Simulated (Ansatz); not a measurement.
# Nb-Ti stack of (100) layers: lattice stability ahead of a resistivity run, part 2 of 3

The plan: relax Nb-Ti stack of (100) layers, check its phonons, and, if the lattice is stable, compute its Eliashberg function and ρ(T).

Ansatz 0.2.0; DFT PBEsol, scalar-relativistic, plane waves, PAW.

So far: Starting point; Rough relaxation.

## 3. Relaxing cell and atoms

The structure is brought to rest under this functional.

input.yaml

```yaml
crystal:
  lattice:
    - [2.6393728568, 0.0, 0.0]
    - [0.0, 2.6393728568, 0.0]
    - [0.0, 0.0, 27.9332573082]
  atoms:
    - { symbol: Nb, position: [0.0, 0.0, 0.1953309038] }
    - { symbol: Ti, position: [0.5, 0.5, 0.2724494863] }
  periodic: [true, true, false]
kpoints:
  mp_grid: { grid: [12, 12, 1] }
hamiltonian:
  xc: pbesol
scf:
  occupations: { method: gaussian, width: 0.1 }
output:
  forces: true
  stress: true
  eigenvalues: true
  write_density: true
  write_potential: true
  elf: true
  volumetric_format: npy
relax:
  adjacent_minimum: "off"
  f_tol: 0.005
  max_steps: 80
  cell: { stress_2d_tol: 0.02 }
```

Started as:

```bash
> ansatz run input.yaml --threads 4 --pin off --max-ram 16384MiB --backend cpu --events-out ev --progress --plain --runs-dir out
```

Numbers of over 12 decimals in the logs are rounded to 6 here.

The log of the run:

```text
[the first part of the log is left out]
  E_xc         = -270.361057
  E_vxc        = -332.951114  (∫ρ·V_xc dr)
  E_paw        = -4041.796997  (= ΣΔE_a)
  E_vpaw       = -281.783756  (= ΣTr[D̂ρ^β])
  E_aug_tail   = 0.000117  (compensation charges beyond the density's cutoff)
  E_ewald      = 20614.737187
  E_core_change = 0.328093  (= ΣΔE_core)
  E_smearing   = -0.017919  (= −TS)
  E_closure    = 0.000000  (closes the sum)
  Σ components = -6967.380516   (vs F -6967.380516, Δ=0.00e0)
--- Forces (eV/Å), atoms counted from 1 ---
  atom   1  Nb    -0.00000000    -0.00000000     0.00019194
  atom   2  Ti    -0.00000000    -0.00000000    -0.00019215
  max |Σ_I F_I| component: 2.08e-7 eV/Å
--- 2D stress c σ (N/m, compression-positive) ---
        0.004649       0.000000      -0.000000
        0.000000       0.004649      -0.000000
       -0.000000      -0.000000       0.000000
  P = ½ c Tr σ = 0.0046 N/m
--- Band table (eV; the first three rows and the last of 28) ---
[...]
--- Relaxed structure (3 steps of the walk, 2 accepted, 1 SCFs on fresh bases) ---
[...]
cell:  # Å, volume = 194.6673 Å³
    - [2.639890, 0.0, 0]
    - [0.0, 2.639890, 0.0]
    - [0, 0.0, 27.9332573082]
  atoms:
    - { symbol: Nb, position: [0, 0.0, 0.195275] }
    - { symbol: Ti, position: [0.500000, 0.500000, 0.272505] }
```

Wall time 14 s (4 threads of Arm Neoverse V2, shared host); peak memory 0.51 GiB; 52 s of CPU time.

Little changed from the start: no atom moved by 0.005 Å and no cell edge by 0.1 %.

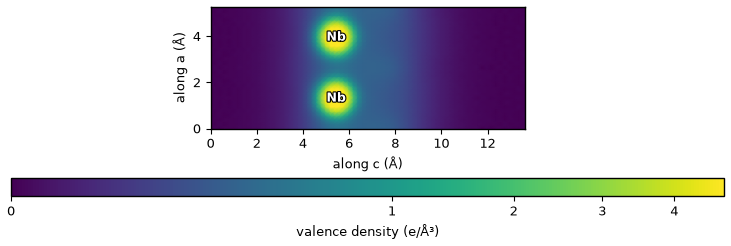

Valence density in the ca plane at fractional y = 0.000, with atoms of Nb within 0.2 Å of it. It is the smooth field of the valence electrons, not physical close to the nuclei. The map starts off the cell's origin, so that atoms lie inside it. The colour scale is stretched toward low values. The far vacuum is left out of the map.

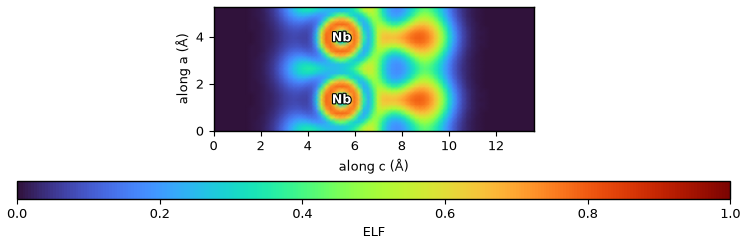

ELF in the ca plane at fractional y = 0.000, with atoms of Nb within 0.2 Å of it. It is the smooth field of the valence electrons, not physical close to the nuclei. The map starts off the cell's origin, so that atoms lie inside it. The far vacuum is left out of the map.

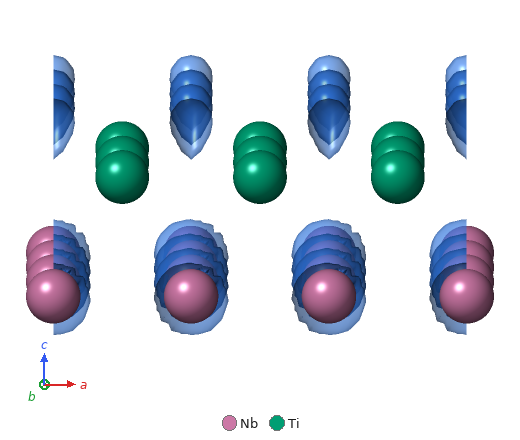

Surface of ELF = 0.71. 3×3×1 cells are drawn.

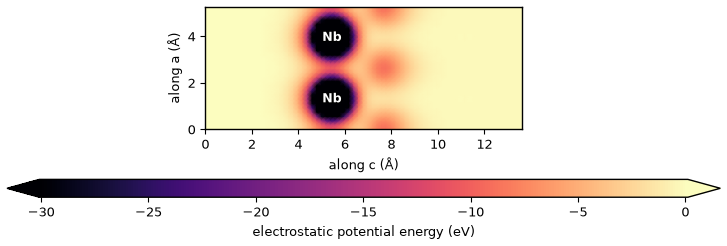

Electrostatic potential energy in the ca plane at fractional y = 0.000, with atoms of Nb within 0.2 Å of it. With pseudopotentials it is smooth inside the atoms' cores, unlike the true potential. The map starts off the cell's origin, so that atoms lie inside it. The far vacuum is left out of the map.

## 4. Relaxing tightly for phonons

Residual forces and stress shift phonon frequencies, so the cell is relaxed again, with tight thresholds and the mesh and smearing of this input.

input.yaml, the sections that differ from step 3:

```yaml
crystal:
  lattice:
    - [2.6398895083, 0.0, 0.0]
    - [0.0, 2.6398895083, 0.0]
    - [0.0, 0.0, 27.9332573082]
  atoms:
    - { symbol: Nb, position: [0.0, 0.0, 0.1952751142] }
    - { symbol: Ti, position: [0.5, 0.5, 0.2725052759] }
  periodic: [true, true, false]
scf:
  occupations: { method: methfessel_paxton, width: 0.2 }
relax:
  adjacent_minimum: "off"
  f_tol: 0.001
  max_steps: 60
  cell: { stress_2d_tol: 0.002 }
# kpoints, hamiltonian, output: as in step 3
```

The log of the run:

```text
[the first part of the log is left out]
  E_xc         = -270.366138
  E_vxc        = -332.957744  (∫ρ·V_xc dr)
  E_paw        = -4041.796782  (= ΣΔE_a)
  E_vpaw       = -281.784605  (= ΣTr[D̂ρ^β])
  E_aug_tail   = 0.000118  (compensation charges beyond the density's cutoff)
  E_ewald      = 20610.472933
  E_core_change = 0.328093  (= ΣΔE_core)
  E_smearing   = -0.004765  (= −TS)
  E_closure    = 0.000000  (closes the sum)
  Σ components = -6967.374387   (vs F -6967.374387, Δ=0.00e0)
--- Forces (eV/Å), atoms counted from 1 ---
  atom   1  Nb     0.00000000     0.00000000     0.00010626
  atom   2  Ti    -0.00000000    -0.00000000    -0.00010618
  max |Σ_I F_I| component: 7.28e-8 eV/Å
--- 2D stress c σ (N/m, compression-positive) ---
       -0.001567      -0.000000       0.000000
       -0.000000      -0.001567       0.000000
        0.000000       0.000000      -0.000000
  P = ½ c Tr σ = -0.0016 N/m
--- Band table (eV; the first three rows and the last of 28) ---
[...]
--- Relaxed structure (4 steps of the walk, 3 accepted, 1 SCFs on fresh bases) ---
[...]
cell:  # Å, volume = 194.7349 Å³
    - [2.640347, 0, 0]
    - [0, 2.640347, 0]
    - [0, 0, 27.9332573082]
  atoms:
    - { symbol: Nb, position: [0, 0, 0.195307] }
    - { symbol: Ti, position: [0.5, 0.5, 0.272474] }
```

Wall time 16 s (4 threads); peak memory 0.51 GiB.

Little changed from the start: no atom moved by 0.005 Å and no cell edge by 0.1 %.

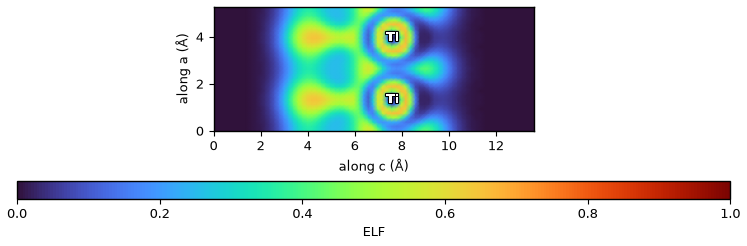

ELF in the ca plane at fractional y = 0.500, with atoms of Ti within 0.2 Å of it. It is the smooth field of the valence electrons, not physical close to the nuclei. The far vacuum is left out of the map.

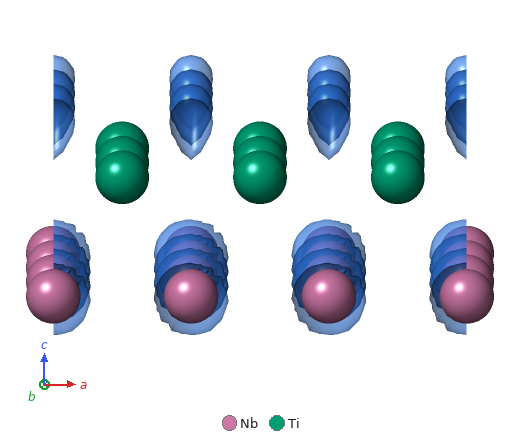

Surface of ELF = 0.71. 3×3×1 cells are drawn.

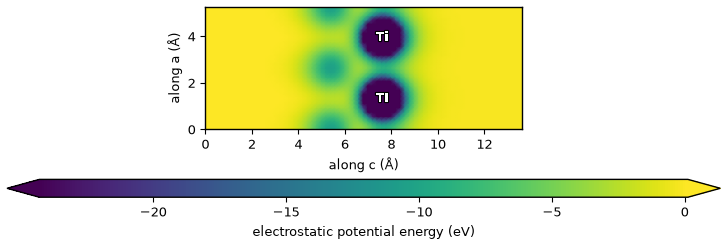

Electrostatic potential energy in the ca plane at fractional y = 0.500, with atoms of Ti within 0.2 Å of it. With pseudopotentials it is smooth inside the atoms' cores, unlike the true potential. The far vacuum is left out of the map.

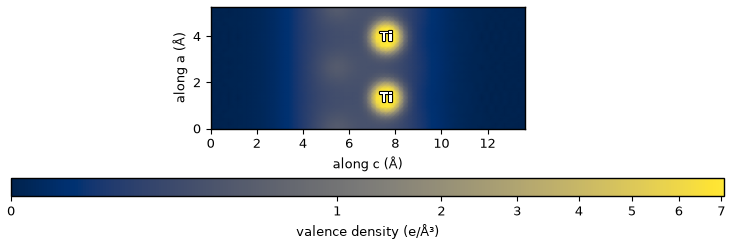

Valence density in the ca plane at fractional y = 0.500, with atoms of Ti within 0.2 Å of it. It is the smooth field of the valence electrons, not physical close to the nuclei. The colour scale is stretched toward low values. The far vacuum is left out of the map.

## 5. Phonons by linear response: q 2×2×1, k 6×6×1

Couplings are defined for a stable lattice alone, so phonons come first.

input.yaml

```yaml
crystal:
  lattice:
    - [2.6403473895, 0.0, 0.0]
    - [0.0, 2.6403473895, 0.0]
    - [0.0, 0.0, 27.9332573082]
  atoms:
    - { symbol: Nb, position: [0.0, 0.0, 0.1953065443] }
    - { symbol: Ti, position: [0.5, 0.5, 0.2724738458] }
  periodic: [true, true, false]
kpoints:
  mp_grid: { grid: [6, 6, 1] }
hamiltonian:
  xc: pbesol
scf:
  occupations: { method: methfessel_paxton, width: 0.2 }
output:
  eigenvalues: true
phonons:
  method: dfpt
  qmesh: [2, 2, 1]
  temperatures: { t_max: 1000, t_step: 50 }
  qpath:
    path: [[0.0, 0.0, 0.0], [0.0, 0.5, 0.0], [0.5, 0.5, 0.0], [0.0, 0.0, 0.0]]
    npoints: 10
```

The log of the run:

```text
[...]
Crystal: 2 atoms, lattice volume = 194.735 Å³
Basis set: ecut = 420 eV, 3817 PW (Γ), exchange–correlation on 36×36×384 points (8 copies of the dense FFT grid, shifted against one another)
Bands: 17, of which v1, the nominal top of the filled ones, is band 13 counted from 1 (12 counted from 0)
Symmetry: 8 space group operations
k-points: 10 of 36
[...]
SCF iter   1: F=—  HF=-6967.359508 eV  |F-HF|=—  |Δ(HF+E_count)|=         —  Δρ=5.00e-3  dr2=1.96e-1  ethr=1.77e-3  ⟨swp⟩=9.8  Hψ=1266  notcnv=0
[...]
SCF iter  13: F=-6967.346013 eV  HF=-6967.346013 eV  |F-HF|=3.09e-11  |Δ(HF+E_count)|=  1.80e-10  S|Δr|=    0.00e0  Δρ=2.91e-8  dr2=1.27e-12  ethr=1.00e-12  ⟨swp⟩=8.6  Hψ=917  notcnv=0
SCF 1 converged in 13 iterations: F = -6967.346013 eV  dr2 = 1.27e-12
[...]
phonons: the bands overlap, so this run is a metal and interpolates without the dipole-dipole term. If the crystal is really an insulator or semiconductor, its LO-TO splitting is missing
NSCF: frozen V_eff on 10 k-points
WARN: eigensolver did not converge in 3 slots of this pass, the one above among them; of largest residual over every band (k=2): 1 band(s) unlocked (lowest unlocked band 16, counted from 0; max residual 6.75e-5 eV among the unlocked bands, 6.75e-5 eV over every band); of lowest unlocked band (k=2): band 16
[...]
DFPT response loops at q = (0, 0, 0) (fractional): preconditioner auto → none (partly filled bands, converged f_vac=0.745); β = 0.50; Broyden in place of MSR1
[...]
SCF converged after 13 iterations
Stability not checked: this state was not tested for a lower state beside it, because cold or Methfessel-Paxton smearing, or corrected tetrahedra, fill the levels in a way that the test cannot read (fill_not_monotonic; see scf.lower_state_search)
Free energy (F): -6967.346013 eV
[...]
Internal energy: -6967.340240 eV  (E = F + TS)
E sigma→0 (E₀):  -6967.344570 eV
Entropy (-TS):   -0.005774 eV (-2.887 meV/atom)
Fermi energy:    -4.420751 eV
[...]
--- Band table (eV; the first three rows and the last of 10) ---
  k-point 0: bands = [... 9 lower, -8.2738, -7.5040, -5.4066, -5.2855, -4.3825, -3.2388, -2.4617, -2.4617]
  k-point 1: bands = [... 9 lower, -7.6878, -6.5324, -5.4014, -4.9703, -4.1980, -3.8388, -2.6987, -2.3508]
  k-point 2: bands = [... 9 lower, -7.0789, -5.9107, -5.0774, -4.3987, -4.1258, -2.4257, -2.2466, -2.1172]
  k-point 9: bands = [... 9 lower, -7.0926, -6.4720, -6.4720, -2.9432, -2.9432, -1.9086, -1.1829, 0.5177]
--- Phonons (Γ-DFPT): 4 representative perturbations + reference (Σ response iterations 22) ---
  ASR residual: 6.012e-5 → 0.000e0 eV/Å²; symmetrization residual: 2.253e-5 eV/Å²
  ASR residual per site (eV/Å²): 6.01e-5 2.14e-5
  Γ frequencies (cm⁻¹): 0.00 0.00 0.00 104.45 104.45 248.28
--- Phonons (arbitrary-q DFPT): 3 irreducible q on the 2×2×1 mesh ---
  q = [0.0000, 0.0000, 0.0000] (star 1, of the zone-centre solve; hermiticity 6.29e-6, symmetrization 2.29e-12): -0.00 -0.00 0.00 104.45 104.45 248.28
  q = [0.0000, -0.5000, 0.0000] (star 2, 6 solved perturbations on 16 of 36 k-point pairs; hermiticity 3.64e-7, symmetrization 1.84e-9): -49.96 43.69 130.95 193.30 268.10 285.96
  q = [-0.5000, -0.5000, 0.0000] (star 1, 4 solved perturbations in 52 linear systems a pass and spin channel, the states on 16 of 36 k-point pairs; hermiticity 1.55e-7, symmetrization 1.17e-9): 186.35 189.70 230.36 230.36 312.95 312.95
  sum rule: each row above includes the acoustic sum rule's correction from the zone centre's row sums; it moved no ω² by more than (0.42 cm⁻¹)²
  mesh force constants: q→R imaginary residual 1.12e-17; ASR residual 6.012e-5 → 0.000e0 eV/Å²; symmetrization residual 7.105e-15 eV/Å²
  interpolated dispersion: 31 rows × 6 modes
  density of states and harmonic sums: on the 24×24×1 q-mesh, interpolated from the force constants of a 2×2×1 supercell (no non-analytic term)
  largest difference from the sums on the solved wave vectors: F 1.70e-1 eV, S 2.60e-4 and C_V 9.02e-5 eV/K
  zero-point energy: 0.064642 eV/cell   skipped modes (ω ≤ 0): 25, of them read as no rigid motion or as one in doubt: 22 (1.979e-1 modes/cell left out, lowest -49.96 cm⁻¹)   left out of the sums: 3.39e-2 of the cell's modes: C_V's classical limit lies that fraction below 3 k_B per atom; for a crystal, a wire or a layer, F and S can be off by more, and a phonons.interpolated_qmesh denser along its periods is the remedy for the sampling
```

Run time: 25 s. Hardware: 4 threads; peak memory 0.71 GiB; 89 s of CPU time.

This step gave:

```
share of imaginary modes in the plain interpolation between solved wavevectors : 0.0363
highest frequency, solved or plainly interpolated                              : 312.9 cm⁻¹
```

Solved on the 2×2×1 mesh alone; all other wavevectors are interpolated. Phonon branches along the path, in cm⁻¹:

| point | branch 1 | branch 2 | branch 3 | branch 4 | branch 5 | branch 6 |
| --- | --- | --- | --- | --- | --- | --- |
| Γ | 0 | 0 | 0 | 104 | 104 | 248 |
| X | -50 | 44 | 131 | 193 | 268 | 286 |
| M | 186 | 190 | 230 | 230 | 313 | 313 |
| Γ | 0 | 0 | 0 | 104 | 104 | 248 |

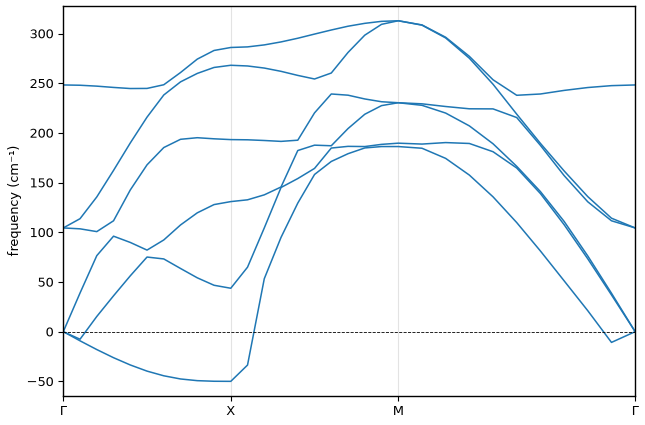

Phonon branches along the path.

Lowest modes at the softest wavevector of the mesh. The modes at q = (0.500, 0.000, 0.000) (shares of kinetic energy by element, %) (negative means imaginary):

| mode | frequency (cm⁻¹) | Nb % | Ti % |
| --- | --- | --- | --- |
| 1 | -50.0 | 100 | 0 |
| 2 | 43.7 | 0 | 100 |
| 3 | 130.9 | 94 | 6 |
| 4 | 193.3 | 26 | 74 |
| 5 | 268.1 | 74 | 26 |
| 6 | 286.0 | 6 | 94 |

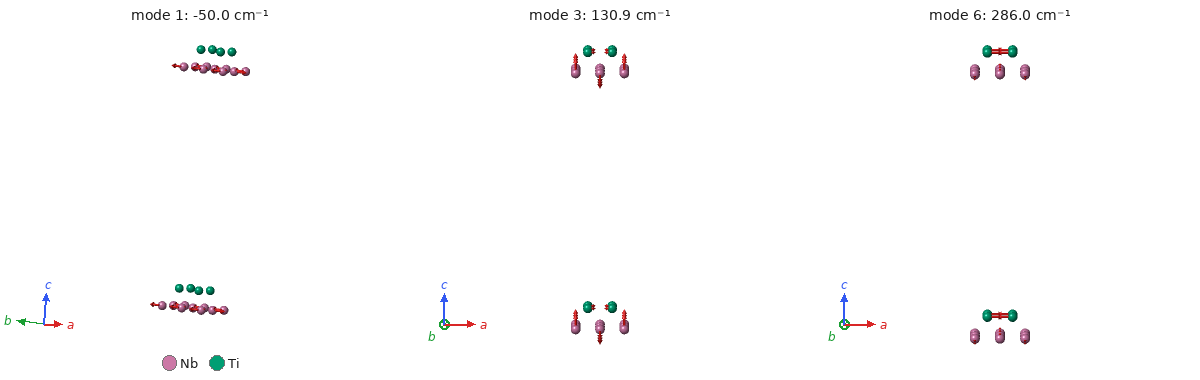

Displacement patterns of modes 1, 3 and 6 at q = (0.500, 0.000, 0.000); arrows are exaggerated. 2×2×2 cells are drawn. Some periodic images of atoms are drawn too.

Among the solved wavevectors the lowest mode, translations apart, is -50 cm⁻¹, imaginary.

[end of part 2 of 3]

[Logs are printed without paths, hosts, clocks, repeated set-up lines and the standing remarks that a program may print on its own settings, such as how far it seeks lower states.]

[Hosts, paths, dates, database ids (printed as entryN), source tags and the programs' standing remarks are cut or masked in the printed files.]
